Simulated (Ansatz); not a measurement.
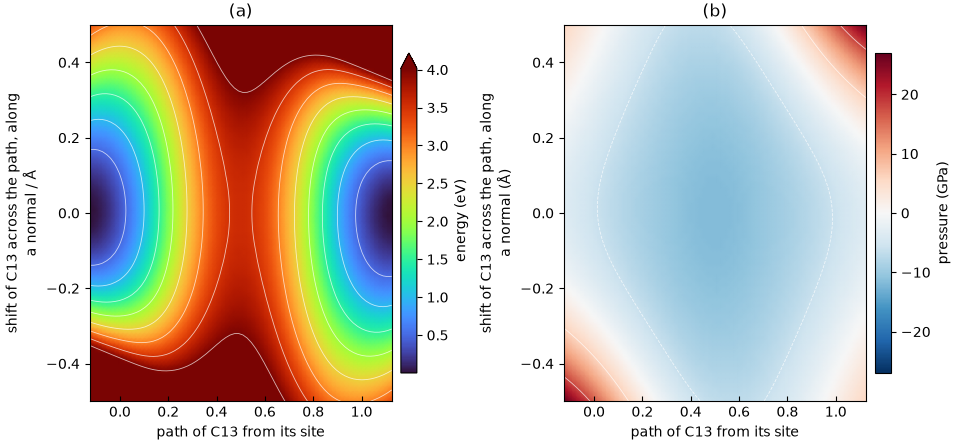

C (P6_3/mmc phase) with one C vacancy (15 atoms in the cell). 
- An atom moved over a plane that holds its own site and a neighbouring vacancy (x along [0 0 −1], y along [2 2 1], z along [1 −1 0] of the conventional cell).
- First axis: path of C13 from its site (0) to the vacancy (1), 1.542 Å. Second axis: shift of C13 across the path, along a normal.
- Nothing is relaxed (all other atoms held at the sites of the perfect crystal).
- The scan uses an 11 × 9 grid; 50 points were computed and 49 follow by symmetry.
- Points are written as (first, second).
- All energies are given in eV per cell relative to the lowest grid point.
- Level of theory: DFT PBE, scalar-relativistic, plane waves, PAW in Ansatz 0.2.0. Settings: cutoff 420 eV, k-mesh 6×6×6, gaussian smearing 0.05 eV, no spin polarisation.

Panel (a) is the energy and panel (b) the computed pressure on the same grid.

In the figure: a smooth colour map with a few white contour lines, one colour for all values above the top of the scale. Between grid points the surface is interpolated.

How does the pressure vary over the map, and what is it at the lowest grid point?

It runs from −11.8 GPa at (0.500, 0.000 Å) [nearest 6 C at 1.95 Å] to 27.0 GPa at (−0.125, −0.500 Å) [nearest 1 C at 1.01 Å]. At the lowest grid point, (−0.125, 0.000 Å) [nearest 3 C at 1.50 Å], it is −3.3 GPa. That point lies on the edge of the scan.

PAW datasets: the set soft_1.
